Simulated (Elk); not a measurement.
**GaAs: optical spectrum from first principles**

Wanted: where GaAs starts to absorb, how strongly, and its refractive index.

Method: DFT, PBE, all-electron APW+lo, Dirac cores, scalar-relativistic bands, independent-particle optical response without local fields, in Elk 11.2.3 (patched build).

### 1. The starting structure

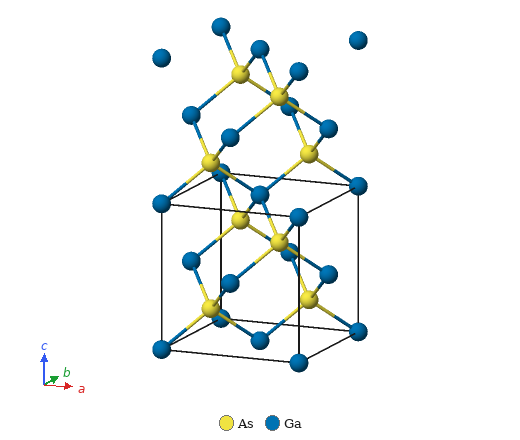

The cell as given, slightly off an axis (arsenic yellow, gallium blue). 1×1×2 cells are drawn. This picture shows the conventional cell, with its axes. Bonds to atoms that aren't drawn are left out. Some periodic images of atoms are drawn too.

### 2. Ground state

The self-consistent density comes first; it also tells whether there is a gap, which decides the occupations and the need for a Drude term.

This step: DFT, PBE, all-electron APW+lo, Dirac cores, scalar-relativistic bands, ground state (Elk 11.2.3 (patched build)).

elk.in

```
tasks
  0
  120

xctype
  20

nempty
  8

lorbcnd
  .true.

rgkmax
  7.0

swidth
  0.0018375

maxscl
  100

epsengy
  1e-05

sppath
  './'

avec
  0.0000000000 5.3419722954 5.3419722954
  5.3419722954 0.0000000000 5.3419722954
  5.3419722954 5.3419722954 0.0000000000

atoms
  2
  'As.in'
  1
  0.7500000000 0.7500000000 0.7500000000   0.000 0.000 0.000
  'Ga.in'
  1
  0.0000000000 0.0000000000 0.0000000000   0.000 0.000 0.000

ngridk
  8 8 8
```

Started as:

```sh
OMP_NUM_THREADS=2 elk
```

Numbers of over 12 decimals in the logs are rounded to 6 here.

Log:

```text
┌─────────────────────────┐
│ Elk code version 11.2.3 │
└─────────────────────────┘

All units are atomic (Hartree, Bohr, etc.)

┌─────────────────────────────────────────────────┐
│ Ground-state run starting from atomic densities │
└─────────────────────────────────────────────────┘

Lattice vectors :
   0.000000000       5.341972295       5.341972295
   5.341972295       0.000000000       5.341972295
   5.341972295       5.341972295       0.000000000

Reciprocal lattice vectors :
 -0.5880960214      0.5880960214      0.5880960214
  0.5880960214     -0.5880960214      0.5880960214
  0.5880960214      0.5880960214     -0.5880960214

Unit cell volume      :    304.8841798
Brillouin zone volume :   0.8135883391

Muffin-tin inner radius fraction :   0.1000000000E-01

Nuclei treated as point charges

Species : 1 (As)
 parameters loaded from : As.in
 name : arsenic
 nuclear charge    :   -33.00000000
 electronic charge :    33.00000000
 atomic mass :    136573.7220
 muffin-tin radius :    2.288141857
 number of radial points in muffin-tin :    993
 inner part over the whole radius :   0.9844053869E-02
 number on inner part of muffin-tin    :    701
 approximate nuclear radius :   0.7712558785E-04
 number of mesh points to nuclear radius :    342
 atomic positions (lattice), magnetic fields (Cartesian) :
  1 :   0.00000000  0.00000000  0.00000000    0.00000000  0.00000000  0.00000000

Species : 2 (Ga)
 parameters loaded from : Ga.in
 name : gallium
 nuclear charge    :   -31.00000000
 electronic charge :    31.00000000
 atomic mass :    127097.2539
 muffin-tin radius :    2.288141857
 number of radial points in muffin-tin :    993
 inner part over the whole radius :   0.9935058634E-02
 number on inner part of muffin-tin    :    701
 approximate nuclear radius :   0.7562051033E-04
 number of mesh points to nuclear radius :    340
 atomic positions (lattice), magnetic fields (Cartesian) :
  1 :   0.25000000  0.25000000  0.25000000    0.00000000  0.00000000  0.00000000

Total number of atoms per unit cell :    2
Total muffin-tin volume :    100.3615690
 ratio of muffin-tin to unit cell volume :   0.3291793266

Spin treatment :
 spin-unpolarised

Number of Bravais lattice symmetries :   48
Number of crystal symmetries         :   24
Crystal has no inversion symmetry
Complex Hermitian eigensolver will be used

k-point grid :      8     8     8
k-point offset :    0.000000000       0.000000000       0.000000000
k-point set is reduced with full crystal symmetry group
Total number of k-points :       43

Muffin-tin radius times maximum |G+k| :    7.000000000
 using average radius
Maximum |G+k| for APW functions       :    3.059250884
Maximum (1/2)|G+k|²                   :    4.679507987
Maximum |G| for potential and density :    12.00000000
Constant for pseudocharge density :    7
 order of it for each species :   14  14
 order of it for pair densities of each species (exact exchange by exxq0 0: 14) :   10  10
Radial integration step length :    1

G-vector grid sizes :     30    30    30
Number of G-vectors :     8873

Maximum angular momentum used for
 APW functions            :    8
 outer part of muffin-tin :    6
 inner part of muffin-tin :    2

Total nuclear charge    :   -64.00000000
Total core charge       :    36.00000000
Total valence charge    :    28.00000000
Total excess charge     :    0.000000000
Total electronic charge :    64.00000000

Effective Wigner radius, rₛ :    1.043811560

Number of empty states         :     16
Total number of valence states :     31
Total number of core states    :     36

Conduction state local-orbitals added automatically
Third-order local-orbitals added for an l without core states : F
Total number of local-orbitals :    127

Exchange-correlation functional :     20     0     0
 Perdew-Burke-Ernzerhof, Phys. Rev. Lett. 77, 3865 (1996)
 gradient requirement :    1
 generalised gradient approximation (GGA)

Smearing type :    3
 Fermi-Dirac
Smearing width :   0.1837500000E-02
Effective electronic temperature (K) :    580.2366081

Mixing type :    3
 Broyden mixing, J. Phys. A: Math. Gen. 17, L317 (1984)

Kohn-Sham potential initialised from atomic data

┌──────────────────────────────┐
│ Self-consistent loop started │
└──────────────────────────────┘

┌─────────────────┐
│ Loop number : 1 │
└─────────────────┘

Energies :
 Fermi                       :     0.88384482281741E-01
 sum of occupied eigenvalues :     -2428.2945692045
 electron kinetic            :      4294.3030506357
 core electron kinetic       :      3978.7343923502
 Coulomb                     :     -8340.3286449059
 Coulomb potential           :     -6510.0371451027
 nuclear-nuclear             :     -516.65038873995
 electron-nuclear            :     -9148.0678475260
 Hartree                     :      1324.3895913601
 Madelung                    :     -5085.3100723545
 xc potential                :     -212.56047473749
 exchange                    :     -156.44669118300
 correlation                 :     -3.123363
 electron entropic           :    -0.53347361062973E-07
 total energy                :     -4205.5956481140

Density of states at Fermi energy :   0.1639471674E-02
 (states/Hartree/unit cell)

Estimated indirect band gap :   0.3104103743E-01
 from k-point 1 to k-point 1
Estimated direct band gap   :   0.3104103743E-01
 at k-point 1

Charges :
 core                        :    36.00000000
 valence                     :    28.00000000
 interstitial                :    3.219339117
 muffin-tins (core leakage)
  species : 1 (As)
   atom 1                    :    31.38205787     (  0.2847883574E-03)
  species : 2 (Ga)
   atom 1                    :    29.39860301     (  0.1405589039E-02)
 total in muffin-tins        :    60.78066088
 total calculated charge     :    63.99824381
 total charge                :    64.00000000
 error                       :   0.1756194391E-02

┌─────────────────┐
│ Loop number : 2 │
└─────────────────┘

Energies :
 Fermi                       :     0.89278400908221E-01
 sum of occupied eigenvalues :     -2428.2473977911
 electron kinetic            :      4294.1439863044
 core electron kinetic       :      3978.6261528927
 Coulomb                     :     -8340.3402723912
 Coulomb potential           :     -6510.0297270424
 nuclear-nuclear             :     -516.65038873995
 electron-nuclear            :     -9148.0977560798
 Hartree                     :      1324.4078724286
 Madelung                    :     -5085.3254088700
 xc potential                :     -212.36165705308
 exchange                    :     -156.44775516030
 correlation                 :     -3.123388
 electron entropic           :    -0.55659835436505E-07
 total energy                :     -4205.7674291916

Density of states at Fermi energy :   0.1719150170E-02
 (states/Hartree/unit cell)

Estimated indirect band gap :   0.3086590062E-01
 from k-point 1 to k-point 1
Estimated direct band gap   :   0.3086590062E-01
 at k-point 1

Charges :
 core                        :    36.00000000
 valence                     :    28.00000000
 interstitial                :    3.219589658
 muffin-tins (core leakage)
  species : 1 (As)
   atom 1                    :    31.37997998     (  0.2848382902E-03)
  species : 2 (Ga)
   atom 1                    :    29.40043037     (  0.1404496817E-02)
 total in muffin-tins        :    60.78041034
 total calculated charge     :    63.99824513
 total charge                :    64.00000000
 error                       :   0.1754867995E-02

RMS change in Kohn-Sham potential (target) :   0.1811723571     (  0.1000000000E-05)
Absolute change in total energy (target)   :   0.1717810776     (  0.1000000000E-04)

[... 13 loops left out ...]

┌──────────────────┐
│ Loop number : 16 │
└──────────────────┘

Energies :
 Fermi                       :     0.186387
 sum of occupied eigenvalues :     -2422.3977452405
 electron kinetic            :      4294.7139034208
 core electron kinetic       :      3978.3537745998
 Coulomb                     :     -8340.3516680876
 Coulomb potential           :     -6509.5088735198
 nuclear-nuclear             :     -516.65038873995
 electron-nuclear            :     -9148.5918937455
 Hartree                     :      1324.8906143978
 Madelung                    :     -5085.5972313277
 xc potential                :     -207.60277514151
 exchange                    :     -156.47390203829
 correlation                 :     -3.124388
 electron entropic           :    -0.91985772431946E-06
 total energy                :     -4205.2360558635

Density of states at Fermi energy :   0.4286611482E-01
 (states/Hartree/unit cell)

Estimated indirect band gap :   0.1897611627E-01
 from k-point 1 to k-point 1
Estimated direct band gap   :   0.1897611627E-01
 at k-point 1

Charges :
 core                        :    36.00000000
 valence                     :    28.00000000
 interstitial                :    3.231968935
 muffin-tins (core leakage)
  species : 1 (As)
   atom 1                    :    31.27862592     (  0.2836728873E-03)
  species : 2 (Ga)
   atom 1                    :    29.48940514     (  0.1356637285E-02)
 total in muffin-tins        :    60.76803107
 total calculated charge     :    63.99831037
 total charge                :    64.00000000
 error                       :   0.1689630378E-02

RMS change in Kohn-Sham potential (target) :   0.5289499480E-08 (  0.1000000000E-05)
Absolute change in total energy (target)   :   0.2867071998E-05 (  0.1000000000E-04)

Convergence targets achieved

┌──────────────────┐
│ Loop number : 17 │
└──────────────────┘

Energies :
 Fermi                       :     0.186387
 sum of occupied eigenvalues :     -2422.3977453322
 electron kinetic            :      4294.7139033330
 core electron kinetic       :      3978.3537745406
 Coulomb                     :     -8340.3516680545
 Coulomb potential           :     -6509.5088734623
 nuclear-nuclear             :     -516.65038873995
 electron-nuclear            :     -9148.5918937372
 Hartree                     :      1324.8906144227
 Madelung                    :     -5085.5972313233
 xc potential                :     -207.60277520287
 exchange                    :     -156.47390203775
 correlation                 :     -3.124388
 electron entropic           :    -0.91985764918672E-06
 total energy                :     -4205.2360559175

Density of states at Fermi energy :   0.4286611065E-01
 (states/Hartree/unit cell)

Estimated indirect band gap :   0.1897611664E-01
 from k-point 1 to k-point 1
Estimated direct band gap   :   0.1897611664E-01
 at k-point 1

Charges :
 core                        :    36.00000000
 valence                     :    28.00000000
 interstitial                :    3.231968926
 muffin-tins (core leakage)
  species : 1 (As)
   atom 1                    :    31.27862593     (  0.2836728890E-03)
  species : 2 (Ga)
   atom 1                    :    29.48940514     (  0.1356637284E-02)
 total in muffin-tins        :    60.76803107
 total calculated charge     :    63.99831037
 total charge                :    64.00000000
 error                       :   0.1689630381E-02

┌──────────────────────────────┐
│ Self-consistent loop stopped │
└──────────────────────────────┘

Warning : core states of species 1 leak from the muffin-tin :   0.2836728890E-03

Warning : core states of species 2 leak from the muffin-tin :   0.1356637284E-02

Wrote STATE.OUT
```

The job ended after 21 s (2 threads of Arm Neoverse V1, shared host; peak memory 0.06 GiB; 40 s of CPU time).

This step gave:

```
total energy           : -4205 Ha
Fermi energy           : 5.072 eV
DOS at the Fermi level : 0.001575 states/eV/cell
gap on the k-mesh      : 0.5164 eV
direct gap on the mesh : 0.5164 eV
```

There is a gap, 0.52 eV on this mesh (points off the mesh can give less), so no carriers' term is needed.

### 3. Independent particles

With the density converged, the vertical transitions are summed over the zone.

This step: DFT, PBE, all-electron APW+lo, Dirac cores, scalar-relativistic bands, independent-particle optical response without local fields (Elk 11.2.3 (patched build)).

Edit elk.in of step 2 so:

```diff
@@ -1,4 +1,6 @@
 tasks
-  0
-  120
+  121
+
+optcomp
+  1 1
 
@@ -17,9 +19,7 @@
 swidth
-  0.0018375
+  0.0036749
 
-maxscl
-  100
-
-epsengy
-  1e-05
+wplot
+  400 100 0
+  0.0 0.55124
```

Started as:

```sh
OMP_NUM_THREADS=2 elk
```

Log:

```text
┌─────────────────────────────────┐
│ Elk code version 11.2.3 started │
└─────────────────────────────────┘

Info(readinput): the functional depends on the density's gradient
 muffin-tin radial points multiplied by    2.00000
 (not where nrmtscf is given)

┌────────────────────┐
│ Current task : 121 │
└────────────────────┘
Info(checkmt): changed muffin-tin radius of species 1 (As) from   2.4000 to   2.2881
Info(checkmt): changed muffin-tin radius of species 2 (Ga) from   2.4000 to   2.2881

Info(findsymcrys): atomic basis shift (lattice) :
  0.2500000000      0.2500000000      0.2500000000
See GEOMETRY.OUT for new atomic positions

Info(dielectric):
 dielectric tensor written to EPSILON_ij.OUT
 optical conductivity written to SIGMA_ij.OUT
 for components
  i = 1, j = 1

┌──────────────────┐
│ Elk code stopped │
└──────────────────┘
```

Wall time 1.1 s (2 threads); peak memory 0.03 GiB.

Numbers from this step:

| Property | Result |
| --- | --- |
| electronic dielectric constant ε∞, mean over x, y and z (by symmetry where fewer were run) | 28.86 |

The Im ε, E ∥ x has structure finer than the step of the table below, so its rows give means over 0.5 eV, whole bins alone (the curve runs from 0 to 15.0 eV). Peaks (eV: height): 0.53: 36.9, 1.84: 18.1, 2.14: 34.3, 3.04: 16.3, 3.67: 25.0, 4.20: 35.9, 5.70: 21.3.

Sum at mesh points, not converged in k; values under the direct gap are tails of Lorentzian lines. Im ε, E ∥ x against photon energy; means over each step:

| photon energy (eV) | Im ε, E ∥ x |
| --- | --- |
| 0.5 | 17.5 |
| 1.0 | 2.43 |
| 1.5 | 3.67 |
| 2.0 | 20.3 |
| 2.5 | 8.94 |
| 3.0 | 10.6 |
| 3.5 | 17.1 |
| 4.0 | 22.2 |
| 4.5 | 16.2 |
| 5.0 | 9.50 |
| 5.5 | 13.3 |
| 6.0 | 10.1 |
| 6.5 | 4.44 |
| 7.0 | 3.90 |
| 7.5 | 2.79 |
| 8.0 | 1.91 |
| 8.5 | 2.78 |
| 9.0 | 2.22 |
| 9.5 | 1.85 |
| 10.0 | 1.12 |
| 10.5 | 0.580 |
| 11.0 | 0.910 |
| 11.5 | 1.22 |
| 12.0 | 0.440 |
| 12.5 | 0.411 |
| 13.0 | 0.536 |
| 13.5 | 0.408 |
| 14.0 | 0.398 |
| 14.5 | 0.252 |

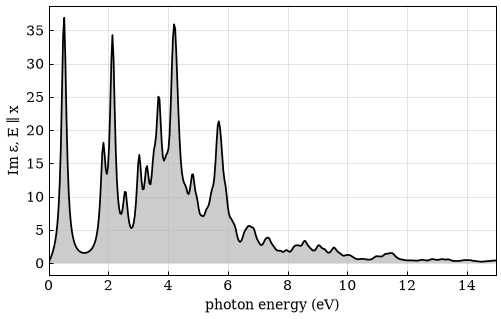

Im ε, E ∥ x, plotted against photon energy.

The reflectivity at normal incidence, E ∥ x has structure finer than the step of the table below, so its rows give means over 0.5 eV, whole bins alone (the curve runs from 0 to 15.0 eV). Peaks (eV: height): 4.39: 68.5, 6.34: 75.6, 7.05: 70.0, 7.61: 71.0, 10.31: 75.7, 11.96: 72.5, 13.54: 61.9.

Sum at mesh points, not converged in k. Table of reflectivity at normal incidence, E ∥ x by photon energy; means over each step:

| photon energy (eV) | reflectivity at normal incidence, E ∥ x (%) |
| --- | --- |
| 0.5 | 50.2 |
| 1.0 | 30.7 |
| 1.5 | 41.3 |
| 2.0 | 51.4 |
| 2.5 | 35.6 |
| 3.0 | 39.8 |
| 3.5 | 46.1 |
| 4.0 | 50.6 |
| 4.5 | 61.5 |
| 5.0 | 51.0 |
| 5.5 | 44.4 |
| 6.0 | 69.8 |
| 6.5 | 63.7 |
| 7.0 | 64.6 |
| 7.5 | 65.8 |
| 8.0 | 57.1 |
| 8.5 | 48.2 |
| 9.0 | 53.4 |
| 9.5 | 56.9 |
| 10.0 | 66.7 |
| 10.5 | 71.3 |
| 11.0 | 45.7 |
| 11.5 | 50.7 |
| 12.0 | 70.4 |
| 12.5 | 59.9 |
| 13.0 | 47.4 |
| 13.5 | 55.2 |
| 14.0 | 47.1 |
| 14.5 | 51.6 |

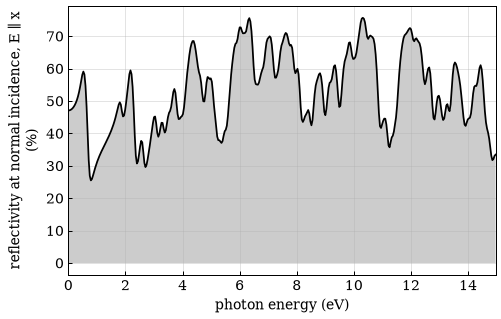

Reflectivity at normal incidence, E ∥ x against photon energy.

The loss function −Im 1/ε at q → 0, E ∥ x has structure finer than the step of the table below, so its rows give means over 0.5 eV, whole bins alone (the curve runs from 0 to 15.0 eV). Peaks (eV: height): 10.91: 0.619, 13.84: 1.41, 14.78: 2.79.

Sum at mesh points, not converged in k; values under the direct gap are tails of Lorentzian lines. Loss function −Im 1/ε at q → 0, E ∥ x against energy loss; means over each step:

| energy loss (eV) | loss function −Im 1/ε at q → 0, E ∥ x |
| --- | --- |
| 0.5 | 0.0352 |
| 1.0 | 0.0230 |
| 1.5 | 0.00705 |
| 2.0 | 0.0256 |
| 2.5 | 0.0703 |
| 3.0 | 0.0348 |
| 3.5 | 0.0367 |
| 4.0 | 0.0409 |
| 4.5 | 0.0550 |
| 5.0 | 0.0953 |
| 5.5 | 0.0821 |
| 6.0 | 0.0473 |
| 6.5 | 0.0915 |
| 7.0 | 0.0944 |
| 7.5 | 0.105 |
| 8.0 | 0.194 |
| 8.5 | 0.214 |
| 9.0 | 0.204 |
| 9.5 | 0.199 |
| 10.0 | 0.168 |
| 10.5 | 0.207 |
| 11.0 | 0.539 |
| 11.5 | 0.347 |
| 12.0 | 0.278 |
| 12.5 | 0.584 |
| 13.0 | 0.841 |
| 13.5 | 0.799 |
| 14.0 | 1.21 |
| 14.5 | 1.85 |

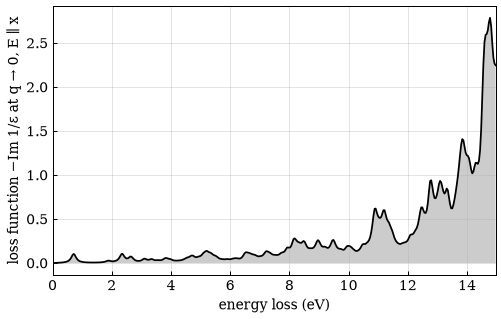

Loss function −Im 1/ε at q → 0, E ∥ x, plotted against energy loss.

Optical constants at common wavelengths, from n + ik = √ε:

| wavelength (nm) | n | k | R (%) | 1/α |
| --- | --- | --- | --- | --- |
| 1550 | 2.81 | 0.770 | 25.6 | 161 nm |
| 633 | 4.75 | 1.433 | 45.9 | 35 nm |
| 532 | 2.36 | 2.014 | 38.6 | 21 nm |
| 365 | 3.87 | 1.537 | 40.7 | 19 nm |
| 308 | 4.10 | 2.181 | 46.7 | 11 nm |
| 248 | 1.59 | 2.820 | 56.7 | 7.0 nm |
| 193 | 0.66 | 2.458 | 70.1 | 6.2 nm |

Below the direct gap, k and the depth come from the tails of the Lorentzian lines, not from transitions.

Rows near the edge hang on the gap, which this functional as a rule makes too small, and phonon-assisted absorption is left out.

### 4. Results

- electronic dielectric constant ε∞, mean over x, y and z (by symmetry where fewer were run) (independent particles): 28.9

In words: At this level (PBE, independent particles) GaAs has ε∞ = 28.9 and n = 2.81 at 1550 nm. On the mesh the gap is 0.52 eV and the least direct gap 0.52 eV. Excitons and phonon-assisted transitions are missing, and so are local fields; PBE gaps are as a rule too small, which pulls the onset down and ε∞ up. The sum runs over mesh points 0.24 Å⁻¹ apart with no interpolation, so peaks are partly noise of the mesh; over so small a direct gap single mesh points weigh heavily, so ε∞, n and their changes from run to run can be far off. Besides steps told in other documents, this task had 1 step that the program refused or didn't finish; those not told in a step above aren't shown.

[Machine, clock and banner lines and Python warnings are left out of the logs.]

[Logs are printed without paths, hosts, clocks, repeated set-up lines and the standing remarks that a program may print on its own settings, such as how far it seeks lower states.]

[Hosts, paths, dates, database ids (printed as entryN), source tags and the programs' standing remarks are cut or masked in the printed files.]
